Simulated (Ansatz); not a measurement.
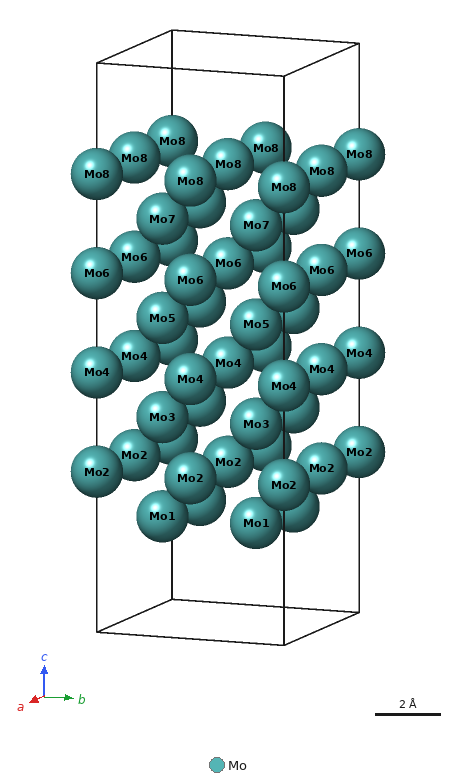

Figure 1. The structure as given in the input (spheres-only view of the 2 × 2 repeat of the cell, with the vacuum cut short, seen slightly off an axis; atoms are numbered from 1 in the order of the input).

## Single-point calculation of Mo

- system: Mo (slab, 8 atoms in the cell)
- method: DFT, PBEsol, plane waves, PAW, spin-polarised (Ansatz 0.2.0)

The structure derives from an entry of the Crystallography Open Database. Some settings of this run were made unusual or wrong on purpose. Figures and captions count atoms from 1; the log counts them from 0 in places.

**Input**
```yaml
crystal:
  lattice:
    - [3.1293068541, 0.0, 0.0]
    - [0.0, 3.1293068541, 0.0]
    - [0.0, 0.0, 25.9525739894]
  atoms:
    - { symbol: Mo, position: [0.5, 0.5, 0.2889886762] }
    - { symbol: Mo, position: [0.0, 0.0, 0.3492776258] }
    - { symbol: Mo, position: [0.5, 0.5, 0.4095665755] }
    - { symbol: Mo, position: [0.0, 0.0, 0.4698555252] }
    - { symbol: Mo, position: [0.5, 0.5, 0.5301444748] }
    - { symbol: Mo, position: [0.0, 0.0, 0.5904334245] }
    - { symbol: Mo, position: [0.5, 0.5, 0.6507223742] }
    - { symbol: Mo, position: [0.0, 0.0, 0.7110113238] }
basis:
  ecutwfc: 420
kpoints:
  mp_grid: { grid: [11, 11, 1] }
hamiltonian:
  xc: pbesol
scf:
  occupations: { method: gaussian, width: 0.1 }
  max_iter: 60
output:
  forces: true
  eigenvalues: true
  stress: true
efield:
  axis: 3
  dipole_correction: true
  ramp_width: 0.04
magnetization:
  spin_polarized: true
  initial_magnetization: 1
```

Run as:
```bash
ansatz run input.yaml --threads 1 --pin off --max-ram 2560MiB --backend cpu --events-out ev --progress --plain --runs-dir out
```

**What the program printed**
```
Engine: ansatz 0.2.0, x86_64-unknown-linux-gnu
Pseudopotentials: kind: paw
Pseudopotential: Mo, paw, valence charge 14, recommended cutoff 420 eV (normal), Mo.paw.azcp
Functional definition: PBEsol
  exchange = pbesol_x
  correlation = pbesol_c
Crystal: 8 atoms, lattice volume = 254.142 Å³
Basis set: ecut = 420 eV, 5007 PW (Γ), exchange–correlation on 48×48×360 points (8 copies of the dense FFT grid, shifted against one another)
Bands: 68, of which v1, the nominal top of the filled ones, is band 56 counted from 1 (55 counted from 0)
Symmetry: 8 space group operations
k-points: 21 of 121
Non-local potential: Mo, projectors of the file, l = 0: 3, l = 1: 2, l = 2: 2, l = 3: 1
PAW form: soft (Blöchl's): semilocal exchange-correlation on the pseudo side does not see the compensation charge
PAW frozen core: Mo, regenerated for the run's functional, and the local potential with it (the file was generated under x = pbe(κ = 0.804, μ = 0.2195149727645171), c = pbe(β = 0.06672455060314922))
PAW one-centre angular grid: Mo, 590 points (default); XC on 64 Gauss nodes
Initial density: superposition of atomic densities (neutral atoms: chi_scale 0, normalization atom)
Starting moments: Σ|m| = 1 μB on 8 of 8 sites
Initial wavefunctions: pseudopotential atomic-orbital guess
Functional: x = pbesol(κ = 0.804, μ = 0.12345679012345678), c = pbesol(β = 0.046)
SCF iter   1: F=—  HF=-39184.458349 eV  |F-HF|=—  |Δ(HF+E_count)|=         —  Δρ=3.84e-2 (↑3.82e-2 ↓3.84e-2)  dr2=4.45e1  dr2_m=1.44e-2  M=1.000 μB ∫|m|=1.000 μB  β_m=1.00  ethr=3.10e-3  p=0.000 e·Å  D=3.17e-13 V/Å  ΔV_dip=-0.00 eV  dr2_dipole=1.01e-7  V_vac-E_F(+/−)=6.63/6.63 eV  ⟨swp⟩=8.8  Hψ=13788  notcnv=0
Mixer restart at iter 1: flushing history
efield: sawtooth ramp at fractional position 0.9800 (placed from the atoms, in the widest stretch of the axis that holds none; the zero of the levels goes with the place), width 0.0400; the density the first Hamiltonian is built on has a dipole p = 0.000 e·Å; the dipole correction subtracts the counter field D = 3.17e-13 V/Å, which shifts the + side's vacuum level by -0.00 eV against the − side's; the planar-averaged density in the ramp window peaks in size at 2.2e-6 e/Å³
preconditioner: auto → LDOS  [metal: Δε(μ)=0.005 eV  Ē_g=4.584 eV  σ=0.100 eV  W_gap=0.03  n_scr=62 (ndim 8)  ℏωp=16.1 eV  f_vac=0.442  D(μ)=6.78/eV (n_scr^D=46)]
spin=Collinear: LDOS preconditioning applied to the charge; magnetization (m = ρ↑ − ρ↓) channel mixes plain (no charge-response kernel on spin).
SCF iter   2: F=—  HF=-39177.631158 eV  |F-HF|=—  |Δ(HF+E_count)|=         —  Δρ=2.31e-2 (↑2.31e-2 ↓2.17e-2)  dr2=1.41e1  dr2_m=8.67e-3  M=0.451 μB ∫|m|=0.546 μB  β_m=0.30  ethr=3.10e-3  p=-0.000 e·Å  D=-3.39e-5 V/Å  ΔV_dip=0.00 eV  dr2_dipole=9.26e-9  V_vac-E_F(+/−)=5.65/5.65 eV  ⟨swp⟩=3.8  Hψ=6803  notcnv=0  defer=162
Mixer restart at iter 2: flushing history
density mixer auto → msr1: a metal under ldos (density of states about μ 1.76 of a free-electron gas's, 62 screened modes)
SCF iter   3: F=—  HF=-39175.842998 eV  |F-HF|=—  |Δ(HF+E_count)|=    1.79e0  Δρ=1.49e-2 (↑1.49e-2 ↓1.40e-2)  dr2=5.55e0  dr2_m=5.30e-3  M=0.401 μB ∫|m|=0.501 μB  β_m=0.52  ethr=3.10e-3  p=-0.000 e·Å  D=-2.09e-5 V/Å  ΔV_dip=0.00 eV  dr2_dipole=1.88e-8  V_vac-E_F(+/−)=5.11/5.11 eV  ⟨swp⟩=2.3  Hψ=3966  notcnv=0  defer=162
SCF iter   4: F=—  HF=-39175.040346 eV  |F-HF|=—  |Δ(HF+E_count)|=   8.03e-1  Δρ=3.23e-3 (↑3.23e-3 ↓3.19e-3)  dr2=4.84e-2  dr2_m=1.93e-3  M=0.251 μB ∫|m|=0.360 μB  β_m=0.62  ethr=3.10e-3  p=0.000 e·Å  D=5.52e-6 V/Å  ΔV_dip=-0.00 eV  dr2_dipole=2.85e-8  V_vac-E_F(+/−)=4.11/4.11 eV  ⟨swp⟩=2.5  Hψ=4551  notcnv=0  defer=154
SCF iter   5: F=—  HF=-39175.053568 eV  |F-HF|=—  |Δ(HF+E_count)|=   1.32e-2  Δρ=1.01e-3 (↑1.01e-3 ↓9.58e-4)  dr2=4.03e-3  dr2_m=8.65e-4  M=0.187 μB ∫|m|=0.280 μB  β_m=0.72  ethr=4.32e-5  p=0.000 e·Å  D=1.61e-6 V/Å  ΔV_dip=-0.00 eV  dr2_dipole=2.04e-10  V_vac-E_F(+/−)=4.05/4.05 eV  ⟨swp⟩=2.6  Hψ=4471  notcnv=0  defer=146
SCF iter   6: F=—  HF=-39175.056354 eV  |F-HF|=—  |Δ(HF+E_count)|=   2.79e-3  Δρ=4.78e-4 (↑4.15e-4 ↓4.78e-4)  dr2=3.47e-4  dr2_m=3.92e-4  M=0.135 μB ∫|m|=0.207 μB  β_m=0.86  ethr=3.59e-6  p=-0.000 e·Å  D=-2.67e-6 V/Å  ΔV_dip=0.00 eV  dr2_dipole=3.05e-9  V_vac-E_F(+/−)=4.02/4.02 eV  ⟨swp⟩=2.9  Hψ=5303  notcnv=0  defer=145
SCF iter   7: F=—  HF=-39175.056716 eV  |F-HF|=—  |Δ(HF+E_count)|=   3.62e-4  Δρ=3.00e-4 (↑3.00e-4 ↓2.67e-4)  dr2=1.27e-4  dr2_m=1.66e-4  M=0.097 μB ∫|m|=0.149 μB  β_m=0.93  ethr=3.10e-7  p=-0.000 e·Å  D=-9.59e-7 V/Å  ΔV_dip=0.00 eV  dr2_dipole=1.61e-9  V_vac-E_F(+/−)=4.02/4.02 eV  ⟨swp⟩=2.9  Hψ=5387  notcnv=0  defer=145
SCF iter   8: F=—  HF=-39175.056825 eV  |F-HF|=—  |Δ(HF+E_count)|=   1.09e-4  Δρ=1.68e-4 (↑1.43e-4 ↓1.68e-4)  dr2=4.82e-5  dr2_m=4.64e-5  M=0.056 μB ∫|m|=0.086 μB  β_m=0.96  ethr=1.13e-7  p=0.000 e·Å  D=6.28e-7 V/Å  ΔV_dip=-0.00 eV  dr2_dipole=3.70e-9  V_vac-E_F(+/−)=4.02/4.02 eV  ⟨swp⟩=3.0  Hψ=5736  notcnv=0  defer=145
SCF iter   9: F=—  HF=-39175.056892 eV  |F-HF|=—  |Δ(HF+E_count)|=   6.67e-5  Δρ=7.57e-5 (↑7.57e-5 ↓5.48e-5)  dr2=4.75e-5  dr2_m=4.87e-6  M=0.021 μB ∫|m|=0.033 μB  β_m=0.90  ethr=4.30e-8  p=-0.000 e·Å  D=-2.01e-8 V/Å  ΔV_dip=0.00 eV  dr2_dipole=3.05e-9  V_vac-E_F(+/−)=4.02/4.02 eV  ⟨swp⟩=3.1  Hψ=5968  notcnv=0  defer=145
SCF iter  10: F=—  HF=-39175.056903 eV  |F-HF|=—  |Δ(HF+E_count)|=   1.07e-5  Δρ=2.64e-5 (↑2.21e-5 ↓2.64e-5)  dr2=8.63e-6  dr2_m=7.88e-7  M=0.010 μB ∫|m|=0.015 μB  β_m=0.90  ethr=4.24e-8  p=0.000 e·Å  D=4.54e-7 V/Å  ΔV_dip=-0.00 eV  dr2_dipole=2.02e-10  V_vac-E_F(+/−)=4.02/4.02 eV  ⟨swp⟩=2.8  Hψ=5072  notcnv=0  defer=145
SCF iter  11: F=—  HF=-39175.056908 eV  |F-HF|=—  |Δ(HF+E_count)|=   5.75e-6  Δρ=1.06e-5 (↑9.83e-6 ↓1.06e-5)  dr2=1.19e-6  dr2_m=1.05e-7  M=0.004 μB ∫|m|=0.006 μB  β_m=0.83  ethr=7.70e-9  p=0.000 e·Å  D=1.80e-7 V/Å  ΔV_dip=-0.00 eV  dr2_dipole=3.31e-12  V_vac-E_F(+/−)=4.02/4.02 eV  ⟨swp⟩=3.5  Hψ=5669  notcnv=0  defer=145
SCF iter  12: F=—  HF=-39175.056909 eV  |F-HF|=—  |Δ(HF+E_count)|=   6.14e-7  Δρ=4.74e-6 (↑4.74e-6 ↓4.55e-6)  dr2=9.78e-8  dr2_m=3.20e-8  M=0.002 μB ∫|m|=0.003 μB  β_m=0.85  ethr=1.07e-9  p=0.000 e·Å  D=1.02e-7 V/Å  ΔV_dip=-0.00 eV  dr2_dipole=5.53e-14  V_vac-E_F(+/−)=4.02/4.02 eV  ⟨swp⟩=2.7  Hψ=5072  notcnv=0  defer=145
SCF iter  13: F=—  HF=-39175.056909 eV  |F-HF|=—  |Δ(HF+E_count)|=   3.01e-7  Δρ=2.19e-6 (↑2.19e-6 ↓2.12e-6)  dr2=1.59e-8  dr2_m=8.82e-9  M=0.001 μB ∫|m|=0.002 μB  β_m=0.88  ethr=8.73e-11  p=0.000 e·Å  D=4.40e-8 V/Å  ΔV_dip=-0.00 eV  dr2_dipole=1.68e-13  V_vac-E_F(+/−)=4.02/4.02 eV  ⟨swp⟩=3.3  Hψ=5802  notcnv=0  defer=145
SCF iter  14: F=—  HF=-39175.056909 eV  |F-HF|=—  |Δ(HF+E_count)|=   5.79e-8  Δρ=1.08e-6 (↑1.08e-6 ↓1.06e-6)  dr2=2.17e-9  dr2_m=2.29e-9  M=0.001 μB ∫|m|=0.001 μB  β_m=0.94  ethr=1.42e-11  p=0.000 e·Å  D=1.53e-8 V/Å  ΔV_dip=-0.00 eV  dr2_dipole=2.02e-13  V_vac-E_F(+/−)=4.02/4.02 eV  ⟨swp⟩=3.3  Hψ=5998  notcnv=0  defer=145
SCF iter  15: F=—  HF=-39175.056909 eV  |F-HF|=—  |Δ(HF+E_count)|=   1.74e-8  Δρ=3.66e-7 (↑3.66e-7 ↓3.44e-7)  dr2=1.29e-9  dr2_m=1.77e-10  M=0.000 μB ∫|m|=0.000 μB  β_m=0.86  ethr=1.94e-12  p=0.000 e·Å  D=5.53e-9 V/Å  ΔV_dip=-0.00 eV  dr2_dipole=2.79e-13  V_vac-E_F(+/−)=4.02/4.02 eV  ⟨swp⟩=4.2  Hψ=6927  notcnv=0  defer=145
SCF iter  16: F=-39175.056909 eV  HF=-39175.056909 eV  |F-HF|=8.00e-11  |Δ(HF+E_count)|=  7.79e-10  Δρ=1.88e-7 (↑1.88e-7 ↓1.63e-7)  dr2=3.36e-10  dr2_m=2.62e-11  M=0.000 μB ∫|m|=0.000 μB  ethr=1.16e-12  p=-0.000 e·Å  D=-2.28e-9 V/Å  ΔV_dip=0.00 eV  dr2_dipole=8.87e-16  V_vac-E_F(+/−)=4.02/4.02 eV  ⟨swp⟩=11.0  Hψ=12959  notcnv=0
SCF 1 converged in 16 iterations: F = -39175.056909 eV  dr2 = 3.36e-10
  greatest PAW one-centre occupation: 0.999 electrons in one spin orbital (limit 2), on the Mo atom at site 0 (counted from 0), in its partial waves of l = 0
```

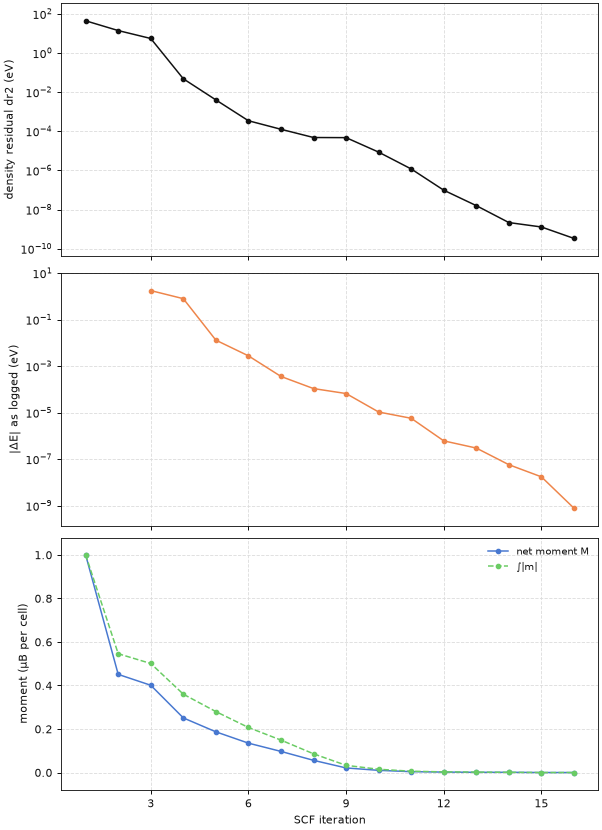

Figure 2. Convergence of the self-consistent field: density residual dr2, size of the energy change and magnetic moment against the SCF iteration. The residual falls at every step. The net moment goes from 1.0 to 0.0 μB per cell, and ∫|m| falls to zero.

```
WARN: the starting moments were not kept: the SCF closed with an absolute magnetisation of 1.1e-4 μB, where they sum to 1 μB in size (8 sites). That is at most 0.1 of that sum. Measured as dr2_m measures the in/out step, that magnetisation stands 9.6e-10 eV from none, at or under the dr2_threshold of 1.0e-7 eV: it is no larger than a step whose dr2_m would equal this threshold. The system may hold no moment; this SCF shows only that its start led to no more than that. To try another start: raise the starting moments (crystal.atoms[].spin, magnetization.per_species, magnetization.initial_magnetization, or on a non-collinear deck that types none of these the spinor_matrix: blocks that start its atoms; where the total moment is fixed, keep their sum and leave initial_magnetization as it is; typed ones take the place of any that the run laid by itself, positive ones on a crystal's lanthanoids without a Hubbard term where scf.initial_density.shell_occupations: [] is typed) or, if the notice of its spin-set hold's release reads "site moments contracting" or "site moments show no strong build", lengthen the hold (scf.mixing.spin_hold: { on: { confirm: 4 } }; for m-r²SCAN on two components see the key's manual first). Each may lead to a state that holds a moment. A second SCF, from the converged charge density, with the starting moments and any scf.initial_density.shell_occupations laid on it anew, would have followed, and was not run: the deck does not ask for one (magnetization.retry_lost_moments is false, the default). To let it run, set magnetization.retry_lost_moments: true and run the deck again, where that key's refused combinations let it; where memory then withholds it, that run's warning says so.
SCF converged after 16 iterations
Magnetization: 0.0001 μB (56.0000 up, 56.0000 down)
Absolute magnetization: 0.0001 μB (∫|ρ↑−ρ↓|, with the PAW one-centre terms)
Spin contamination: 0.0000 ħ² per cell (⟨S²⟩ above its minimum at these occupations)
Per-site moments (μB) at R_I (Å): [(4.069523438479093e-5, 1.1178994327218084), (-7.36095282837415e-6, 1.1178994327218084), (1.6623812661547902e-6, 1.117899433339887), (-1.8457019777320972e-6, 1.1178994327218088), (-2.767269929634567e-7, 1.1178994327218088), (-6.63778000085402e-7, 1.117899433339887), (-3.255941341579708e-6, 1.1178994327218084), (2.0555951096107665e-5, 1.1178994327218084)]
Free energy (F): -39175.056909 eV
Harris-Foulkes:  -39175.056909 eV  (|F-HF|=8.00e-11)
Internal energy: -39175.015616 eV  (E = F + TS)
E sigma→0 (E₀):  -39175.036263 eV
Entropy (-TS):   -0.041293 eV (-5.162 meV/atom)
Fermi energy:    8.295755 eV
Dipole field:    D = 0.000000 V/Å  (p = 0.000000 e·Å, saw-weighted, corrected)
Work function:   Φ+ = 4.0196 eV   Φ− = 4.0196 eV
Levels:          The Fermi level and band energies are counted from a zero that moves with the ramp; work functions are not
--- Per-component energies (eV) ---
  E_band       = -1844.514466
  E_kinetic    = 3521.285595
  E_local      = -141235.570505  (includes V_loc(G=0)·N_el)
  E_nonlocal   = 1161.062213
  E_hartree    = 68845.601943
  E_xc         = -1453.457735
  E_vxc        = -1820.084634  (∫ρ·V_xc dr)
  E_paw        = -25151.369060  (= ΣΔE_a)
  E_vpaw       = -1162.407361  (= ΣTr[D̂ρ^β])
  E_aug_tail   = 0.000321  (compensation charges beyond the density's cutoff)
  E_efield     = 0.000000  (sawtooth field / dipole correction)
  E_vefield    = 0.000000  (∫n·V_field dr)
  E_ewald      = 55135.757217
  E_core_change = 1.674395  (= ΣΔE_core)
  E_smearing   = -0.041293  (= −TS)
  E_closure    = 0.000000  (closes the sum)
  Σ components = -39175.056909   (vs F -39175.056909, Δ=0.00e0)
--- Forces (eV/Å), atoms counted from 1 ---
  atom   1  Mo     0.00000000     0.00000000     1.68754515
  atom   2  Mo    -0.00000000     0.00000000    -1.56564277
  atom   3  Mo    -0.00000000    -0.00000000    -0.00264563
  atom   4  Mo    -0.00000000    -0.00000000    -0.20767115
  atom   5  Mo     0.00000000     0.00000000     0.20767124
  atom   6  Mo     0.00000000     0.00000000     0.00264527
  atom   7  Mo     0.00000000    -0.00000000     1.56564300
  atom   8  Mo    -0.00000000    -0.00000000    -1.68754490
  max |Σ_I F_I| component: 2.13e-7 eV/Å
--- Stress (GPa, compression-positive) ---
       -5.030320      -0.000000       0.000000
       -0.000000      -5.030320      -0.000000
        0.000000      -0.000000      -3.717682
  P = ⅓ Tr σ = -4.5928 GPa (-45.928 kbar)
--- Band table (eV; the first three rows and the last of 42) ---
  k-point 0 ↑: bands = ["-52.8246", "-52.7500", "-52.6239", "-52.5187", "-52.4529", "-52.3878", "-52.2267", "-52.2264", "-27.1143", "-27.0730", "-27.0630", "-27.0630", "-26.9427", "-26.9301", "-26.9301", "-26.8048", "-26.7263", "-26.7263", "-26.6497", "-26.5329", "-26.5329", "-26.4097", "-26.3586", "-26.3586", "-26.1939", "-26.1818", "-26.1818", "-26.0975", "-26.0256", "-26.0256", "-26.0131", "-26.0131", "1.3371", "2.1843", "2.9238", "3.0286", "3.2932", "3.4618", "3.7768", "4.2672", "4.2974", "4.6790", "4.8997", "5.3242", "6.4979", "6.9496", "6.9496", "7.0475", "7.0475", "7.1128", "7.3475", "7.3475", "7.5722", "7.7679", "7.8345", "7.8345", "8.2393", "8.2531", "8.2785", "8.5619", "8.5619", "8.9268", "9.1190", "9.5948", "9.5948", "9.7437", "10.0523", "10.2118"]
  k-point 1 ↑: bands = ["-52.8140", "-52.7418", "-52.6188", "-52.5162", "-52.4541", "-52.3938", "-52.2294", "-52.2291", "-27.1498", "-27.1463", "-27.0452", "-27.0429", "-27.0231", "-26.9139", "-26.8585", "-26.8585", "-26.7155", "-26.7136", "-26.6509", "-26.5284", "-26.5194", "-26.4589", "-26.3618", "-26.2935", "-26.2586", "-26.1933", "-26.1340", "-26.1035", "-26.0394", "-26.0366", "-26.0264", "-26.0194", "1.5159", "2.3313", "3.0525", "3.1582", "3.3779", "3.5729", "3.8977", "4.2321", "4.4144", "4.7877", "4.8721", "5.4125", "6.3634", "6.6788", "6.6942", "6.8667", "6.9111", "7.0874", "7.0895", "7.6248", "7.6462", "7.7319", "7.7558", "8.0495", "8.1556", "8.3074", "8.4375", "8.5801", "8.7923", "9.1246", "9.2141", "9.4524", "9.5221", "9.7709", "10.1108", "10.3434"]
  k-point 2 ↑: bands = ["-52.7836", "-52.7184", "-52.6047", "-52.5098", "-52.4584", "-52.4120", "-52.2368", "-52.2367", "-27.2537", "-27.2471", "-27.1159", "-27.0840", "-26.9845", "-26.8833", "-26.8759", "-26.8670", "-26.6916", "-26.6881", "-26.6847", "-26.5162", "-26.4976", "-26.4863", "-26.3728", "-26.2896", "-26.2450", "-26.2296", "-26.1287", "-26.1281", "-26.0674", "-26.0625", "-26.0388", "-26.0337", "2.0203", "2.7173", "3.3409", "3.5189", "3.5969", "3.7658", "4.0314", "4.3193", "4.5641", "4.6717", "5.2460", "5.9685", "6.1586", "6.1682", "6.5674", "6.6514", "6.7443", "6.7942", "6.8496", "7.4671", "7.5432", "7.5968", "7.6099", "8.3838", "8.4401", "8.4455", "8.6561", "8.7831", "9.1191", "9.3378", "9.3441", "9.4236", "9.4633", "9.4732", "9.9188", "10.2504"]
  k-point 20 ↓: bands = ["-52.5832", "-52.5816", "-52.5435", "-52.5401", "-52.4626", "-52.4625", "-52.2431", "-52.2431", "-27.5098", "-27.4946", "-27.3347", "-27.3333", "-27.1072", "-27.0714", "-26.9312", "-26.8081", "-26.8078", "-26.7236", "-26.7090", "-26.6584", "-26.5704", "-26.5526", "-26.5397", "-26.4734", "-26.4410", "-26.4383", "-26.2970", "-26.2780", "-26.1190", "-26.1169", "-26.0850", "-26.0710", "3.2458", "3.2757", "4.0604", "4.0690", "4.8041", "4.8962", "4.9610", "5.0096", "5.0346", "5.2382", "5.2688", "5.3139", "5.6584", "5.8009", "6.0431", "6.0994", "6.4654", "6.4880", "7.3728", "7.4125", "8.4990", "8.5716", "9.8787", "9.8948", "10.0993", "10.1121", "10.1371", "10.1721", "10.4048", "10.4429", "10.5449", "10.7214", "10.7735", "10.7747", "10.7771", "10.8282"]
```

**Outcome**

```csv
quantity,value
outcome,converged
electrons treated,112
free energy,−39175.0569 eV
Fermi energy,8.296 eV
gap on the k-point mesh,none (metallic)
net moment of the cell,0.00 μB
integrated absolute moment,0.00 μB
largest force (length of the vector),1.688 eV/Å
hardware,"1 thread of Intel Xeon @ 2.50GHz (Skylake/Cascade Lake), 32 GiB of memory available, shared host"
wall time,1.9 min
peak memory,0.85 GiB
```

**Remarks**

This input holds a deliberate fault: an impossible spin (`magnetization`). It did no harm here: the run converged to the energy of the sound run within 1 meV per atom. The program warns: some starting moments were not kept.
